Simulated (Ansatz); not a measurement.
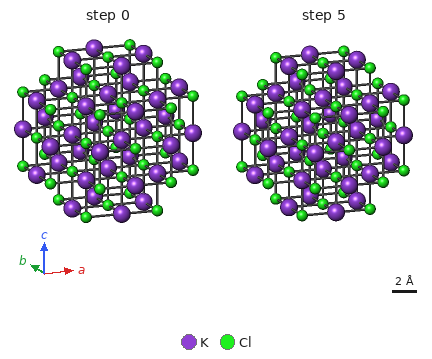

The structure of solid KCl (built on the measured structure type) before (left) and after (right) a relaxation, at one scale.

Style: ball-and-stick. Shown: the conventional cell (4 times the calculation's cell), slightly off an axis. Lengths and directions refer to the drawn axes.

Theory: DFT, LDA, plane waves, PAW (Ansatz).

Input
```yaml
crystal:
  lattice:
    - [0.0, 3.1891817223, 3.1891817223]
    - [3.1891817223, 0.0, 3.1891817223]
    - [3.1891817223, 3.1891817223, 0.0]
  atoms:
    - { symbol: K, position: [0.0, 0.0, 0.0] }
    - { symbol: Cl, position: [0.5, 0.5, 0.5] }
kpoints:
  mp_grid: { grid: [6, 6, 6] }
hamiltonian:
  xc: lda
scf:
  occupations: { method: fermi_dirac, width: 0.02 }
relax:
  f_tol: 0.005
  cell: {}
```

Run as
```bash
ansatz run input.yaml --threads 2 --pin off --max-ram 2211MiB --backend cpu --events-out ev --progress --plain --runs-dir out
```

Summarise the run.

Answer. No atom moves by more than 0.005 Å relative to the cell. The drawn cell changes as follows: a = b = c 6.378 → 6.077 Å (−4.7 %); the volume changes by −13.5 %. Among the contacts that change: K1–Cl2 3.189 → 3.038 Å. The space group stays Fm-3m (No. 225). Over 4 accepted moves (5 points after the start) the energy falls by 77.9 meV per cell of the calculation. All forces vanish by symmetry, so only the cell relaxes. Pressure: −2.45 GPa at the start and −0.01 GPa at the end. At 1 point the geometry stayed and the basis and grid were re-selected for the new cell (energy shift of 0.1 meV per cell of the calculation at most each time). The run took about 8 core-seconds on a shared host.
